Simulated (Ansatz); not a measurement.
Here is a crystal structure:

```xyz
4
Lattice="3.3606 0.0000 0.0000 -1.6803 2.9104 0.0000 0.0000 0.0000 9.1662" Properties=species:S:1:pos:R:3 pbc="T T T"
Sn    0.0000    1.9403    9.1136
Sn    1.6803    0.9701    4.5305
O     0.0000    1.9403    3.4899
O     1.6803    0.9701    8.0730
```

Work out the structure from the coordinates.

Answer. The stoichiometry is SnO. It is primitive hexagonal, space group P6_3mc (No. 186). With Z = 2, the cell contains 2 Sn, 2 O. Sn is surrounded by three O in a trigonal pyramidal arrangement at 2.20 Å. Around each O lie three Sn in a trigonal pyramidal arrangement at 2.20 Å. The bonds build SnO layers parallel to (001).

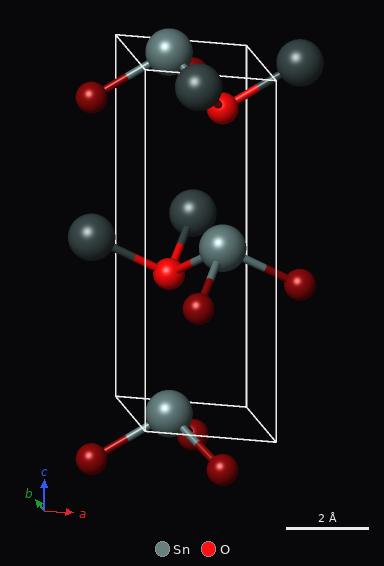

Drawn in the ball-and-stick manner and seen slightly off an axis. The lines enclose the conventional unit cell; boundary atoms appear with their images. Atoms of adjacent cells appear where they bond to atoms in the box, in fainter colours. Colours: tin teal, oxygen red.

It derives from a structure listed in the Materials Project, with elements exchanged, so it need not be a known form of the compound. Relaxation method: DFT PBE, scalar-relativistic, plane waves, PAW in Ansatz.
